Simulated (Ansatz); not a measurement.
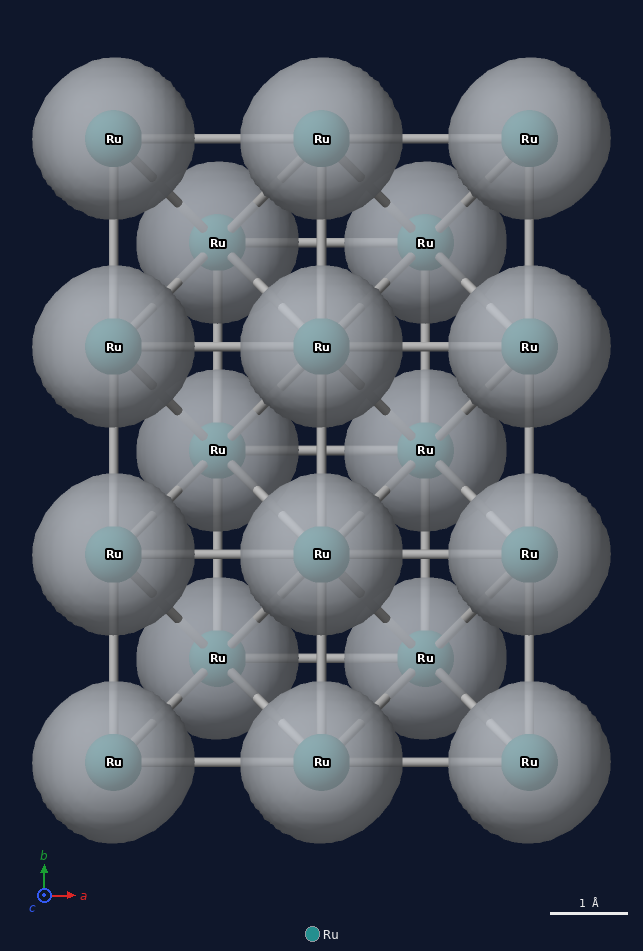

Figure. Ru. Isosurface of the valence pseudo-density at 0.6 e/Å³ (grey), seen along the c axis. Sticks mark near contacts.

Space group I4/mmm; changed on purpose from its base cell (strain +0.000 along x and y, +0.030 along z, atoms carried along); computed pressure about −27 GPa in this cell; computed without spin polarisation.

Theory: Ansatz, DFT LDA, scalar-relativistic, plane waves, PAW.

Core electrons are frozen (PAW), and the valence fields are smoothed inside the atomic spheres.

```yaml
crystal:
  lattice:
    - [1.91500, -1.91500, 0.00000]
    - [1.91500, 1.91500, 0.00000]
    - [0.00000, 0.00000, 3.94490]
  atoms:
    - { symbol: Ru, position: [0.00000, 0.00000, 0.00000] }
    - { symbol: Ru, position: [0.50000, 0.50000, 0.50000] }
```

How is the density connected at this value?

At this value the density breaks into separate islands; it holds about 80 % of the electrons treated as valence (semicore included). It bridges none of the near contacts. It is pinched off along the shortest Ru–Ru (2.71 Å) and Ru–Ru (2.75 Å) contacts. On the grid the lowest density along these lines, outside the cores, is 0.38 e/Å³ (Ru–Ru, 2.71 Å) and 0.36 e/Å³ (Ru–Ru, 2.75 Å).

Metal or insulator at this level of theory?

It is metallic or semimetallic at this level of theory: no gap opens.
